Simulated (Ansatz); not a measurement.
**Run report: Ti, single-point calculation**

- system: Ti (C2/m, 2 atoms in the cell)
- method: DFT PBEsol, scalar-relativistic, plane waves, PAW, no spin polarisation (Ansatz 0.2.0)

The structure derives from an entry of the Crystallography Open Database. It belongs to a series of runs on one base structure; here: mode 4 (92.0 1/cm) frozen in, largest displacement +0.105 A. Figures and captions count atoms from 1; the log counts them from 0 in places.

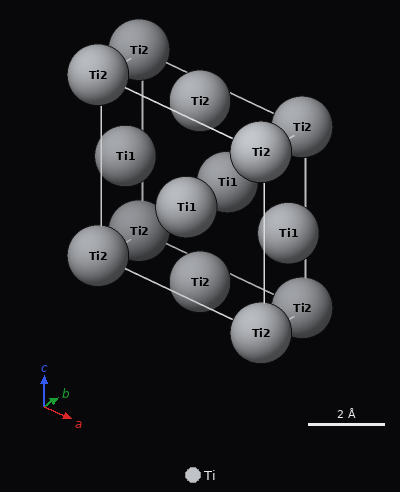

Figure 1. The input geometry (spheres-only view of the cell 2 times as large as that of the calculation, set on its symmetry axes, seen slightly off an axis; atoms are numbered from 1 in the order of the input). An atom can appear more than once, as a periodic image.

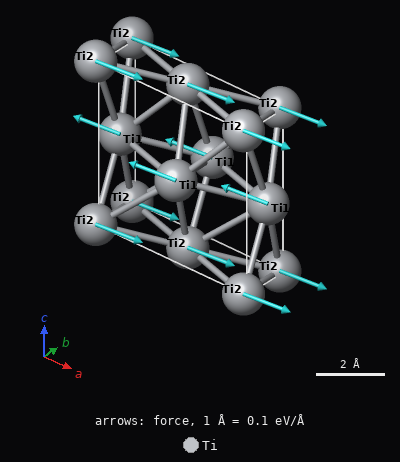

Figure 2. Forces on the atoms as teal arrows (ball-and-stick view of the cell 2 times as large as that of the calculation, set on its symmetry axes, seen slightly off an axis; atoms are numbered from 1 in the order of the input). The largest act on Ti1, Ti2 (0.16 eV/Å). The geometry is not a stationary point of this energy.

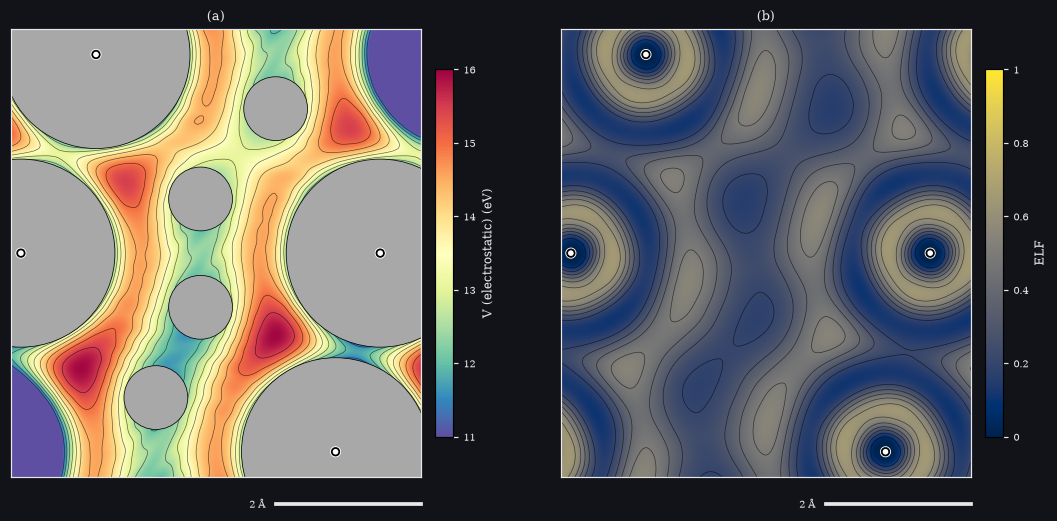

Figure 3. (a) electrostatic potential energy of an electron; (b) electron localisation function on the (011) plane of the conventional cell. Circles mark the nuclei in the plane (Ti). Grey discs, where drawn, cover atomic cores. Ti–Ti (2.81 Å): the ELF is about 0.20 at the midpoint; no shared electron pair. Ti–Ti (2.94 Å): the ELF is about 0.25 at the midpoint (no shared electron pair). The strong features right at Ti lie inside the PAW spheres (semicore, d or f shells) and say nothing about bonding. Outside the cores the potential energy rises away from the atoms and is highest about 1.7 Å from the nearest atoms; outside the discs it spans about 5 eV, and its zero is arbitrary. In a PAW calculation such maps are meaningful between the atoms, not at the nuclei.

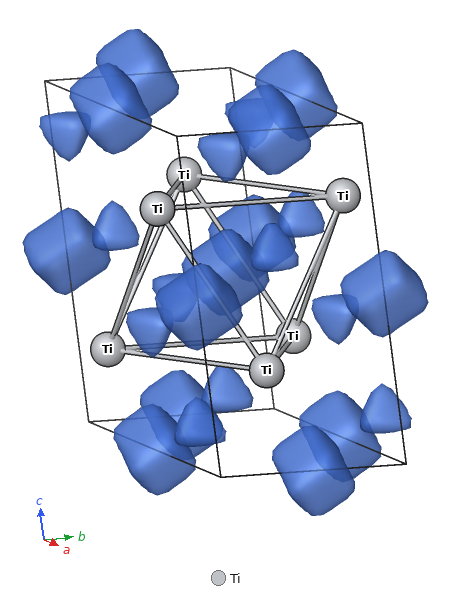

Figure 4. Isosurface of the electron localisation function at 0.55 (blue), seen slightly off an axis. Core shells and regions of very low density are left out. Sticks mark near contacts. The outline is the cell set on symmetry axes. Along the contacts the grid gives the following. Ti–Ti (2.75 Å): the ELF is about 0.15 at the midpoint (no localised pair between them). Ti–Ti (2.81 Å): the ELF is about 0.20 at the midpoint (no localised pair between them).

The input that produced these results follows, with the program's output.

The input
```yaml
crystal:
  lattice:
    - [0.0, -2.0279211515, -2.0279211515]
    - [-2.0279211515, 0.0, -2.0279211515]
    - [2.0279211515, 2.0279211515, -4.0558423031]
  atoms:
    - { symbol: Ti, position: [0.5211379375, 0.4577241251, 0.5] }
    - { symbol: Ti, position: [-0.0211379375, 0.0422758749, 0.0] }
basis:
  ecutwfc: 420
kpoints:
  mp_grid: { grid: [24, 24, 24] }
hamiltonian:
  xc: pbesol
scf:
  occupations: { method: gaussian, width: 0.15 }
output:
  forces: true
  stress: true
  eigenvalues: true
  write_density: true
  write_potential: true
  elf: true
  volumetric_format: npy
```

Run as:
```bash
ansatz run input.yaml --threads 2 --pin off --max-ram 5120MiB --backend cpu --events-out ev --progress --plain --runs-dir out
```

Log
```
Engine: ansatz 0.2.0, x86_64-unknown-linux-gnu
Pseudopotentials: kind: paw
Pseudopotential: Ti, paw, valence charge 12, recommended cutoff 420 eV (normal), Ti.paw.azcp
Functional definition: PBEsol
  exchange = pbesol_x
  correlation = pbesol_c
Crystal: 2 atoms, lattice volume = 33.359 Å³
Basis set: ecut = 420 eV, 663 PW (Γ), exchange–correlation on 40×40×72 points (8 copies of the dense FFT grid, shifted against one another)
Bands: 16, of which v1, the nominal top of the filled ones, is band 12 counted from 1 (11 counted from 0)
Symmetry: 4 space group operations
Space group: C2/m (ITA 12), of the structure as read, at distance tolerance 3.2e-5 Å
k-points: 3614 of 13824
Non-local potential: Ti, projectors of the file, l = 0: 3, l = 1: 2, l = 2: 3, l = 3: 1
PAW form: soft (Blöchl's): semilocal exchange-correlation on the pseudo side does not see the compensation charge
PAW frozen core: Ti, regenerated for the run's functional, and the local potential with it (the file was generated under x = pbe(κ = 0.804, μ = 0.2195149727645171), c = pbe(β = 0.06672455060314922))
PAW one-centre angular grid: Ti, 590 points (default); XC on 64 Gauss nodes
Initial density: superposition of atomic densities (neutral atoms: chi_scale 0, normalization atom), corrected by the library's trained network
Initial wavefunctions: pseudopotential atomic-orbital guess
Functional: x = pbesol(κ = 0.804, μ = 0.12345679012345678), c = pbesol(β = 0.046)
SCF iter   1: F=—  HF=-4947.686749 eV  |F-HF|=—  |Δ(HF+E_count)|=         —  Δρ=6.69e-3  dr2=1.07e-2  ethr=1.77e-3  ⟨swp⟩=3.4  Hψ=232973  notcnv=0
preconditioner: auto → none  [metal: Δε(μ)=0.000 eV  Ē_g=2.959 eV  σ=0.150 eV  W_gap=0.00  n_scr=8 (ndim 8)  ℏωp=18.2 eV  f_vac=0.000  D(μ)=3.32/eV (n_scr^D=36)  sad-step TF]
SCF iter   2: F=—  HF=-4947.683705 eV  |F-HF|=—  |Δ(HF+E_count)|=   3.04e-3  Δρ=3.13e-3  dr2=2.31e-3  ethr=4.46e-5  ⟨swp⟩=1.4  Hψ=92894  notcnv=0
SCF iter   3: F=—  HF=-4947.683154 eV  |F-HF|=—  |Δ(HF+E_count)|=   5.51e-4  Δρ=3.16e-4  dr2=1.48e-5  ethr=9.63e-6  ⟨swp⟩=2.9  Hψ=104524  notcnv=0
SCF iter   4: F=—  HF=-4947.683163 eV  |F-HF|=—  |Δ(HF+E_count)|=   8.78e-6  Δρ=8.47e-5  dr2=5.43e-6  ethr=6.15e-8  ⟨swp⟩=2.0  Hψ=91999  notcnv=0
SCF iter   5: F=—  HF=-4947.683162 eV  |F-HF|=—  |Δ(HF+E_count)|=   9.99e-7  Δρ=3.80e-5  dr2=1.68e-6  ethr=2.26e-8  ⟨swp⟩=2.1  Hψ=86010  notcnv=0
SCF iter   6: F=-4947.683161 eV  HF=-4947.683161 eV  |F-HF|=8.59e-9  |Δ(HF+E_count)|=   3.26e-7  Δρ=1.10e-5  dr2=4.77e-8  ethr=4.17e-10  ⟨swp⟩=5.0  Hψ=315587  notcnv=0
SCF 1 converged in 6 iterations: F = -4947.683161 eV  dr2 = 4.77e-8
  greatest PAW one-centre occupation: 0.999 electrons in one spin orbital (limit 2), on the Ti atom at site 1 (counted from 0), in its partial waves of l = 0
SCF converged after 6 iterations
Free energy (F): -4947.683161 eV
Harris-Foulkes:  -4947.683161 eV  (|F-HF|=8.59e-9)
Internal energy: -4947.645530 eV  (E = F + TS)
E sigma→0 (E₀):  -4947.664346 eV
Entropy (-TS):   -0.037631 eV (-18.816 meV/atom)
Fermi energy:    13.771417 eV
--- Per-component energies (eV) ---
  E_band       = -298.316222
  E_kinetic    = 546.657537
  E_local      = -1583.685701  (includes V_loc(G=0)·N_el)
  E_nonlocal   = 19.147725
  E_hartree    = 652.423829
  E_xc         = -193.875952
  E_vxc        = -243.648116  (∫ρ·V_xc dr)
  E_paw        = -2045.355229  (= ΣΔE_a)
  E_vpaw       = -341.631710  (= ΣTr[D̂ρ^β])
  E_aug_tail   = 0.000228  (compensation charges beyond the density's cutoff)
  E_ewald      = -2343.236737
  E_core_change = 0.278769  (= ΣΔE_core)
  E_smearing   = -0.037631  (= −TS)
  E_closure    = 0.000000  (closes the sum)
  Σ components = -4947.683161   (vs F -4947.683161, Δ=0.00e0)
--- Forces (eV/Å), atoms counted from 1 ---
  atom   1  Ti    -0.12028332     0.06986186    -0.06986186
  atom   2  Ti     0.12028332    -0.06986186     0.06986186
  max |Σ_I F_I| component: 1.39e-17 eV/Å
--- Stress (GPa, compression-positive) ---
       -0.305153      -0.297522       0.297522
       -0.297522       0.050765      -0.151037
        0.297522      -0.151037       0.050765
  P = ⅓ Tr σ = -0.0679 GPa (-0.679 kbar)
--- Band table (eV; the first three rows and the last of 3614) ---
  k-point 0: bands = ["-42.5784", "-42.4250", "-19.2867", "-18.5973", "-18.5916", "-18.5023", "-18.5012", "-18.4814", "7.6237", "11.1273", "14.5281", "14.5681", "14.6084", "14.6258", "14.7221", "14.7577"]
  k-point 1: bands = ["-42.5777", "-42.4256", "-19.2834", "-18.5970", "-18.5915", "-18.5029", "-18.5015", "-18.4845", "7.6384", "11.1188", "14.5042", "14.5696", "14.5852", "14.6401", "14.7299", "14.7656"]
  k-point 2: bands = ["-42.5758", "-42.4276", "-19.2736", "-18.5961", "-18.5913", "-18.5054", "-18.5024", "-18.4928", "7.6824", "11.0927", "14.4351", "14.5445", "14.5749", "14.6552", "14.7524", "14.7892"]
  k-point 3613: bands = ["-42.4154", "-42.3918", "-19.1564", "-19.1233", "-18.8443", "-18.7807", "-18.6958", "-18.6433", "11.8192", "11.9244", "12.7066", "12.8218", "14.0711", "14.3483", "15.6333", "15.9554"]
```

Results in brief

- outcome: converged
- space group (tolerance 0.01 Å): C2/m (12)
- electrons treated: 24
- free energy: −4947.6832 eV
- Fermi energy: 13.771 eV
- gap on the k-point mesh: none (metallic)
- pressure: −0.07 GPa
- largest force (length of the vector): 0.156 eV/Å
- hardware: 2 threads of AMD EPYC (Zen 5), 32 GiB of memory available, shared host
- wall time: 21 s (CPU time 41 s)
- peak memory: 1.8 GiB
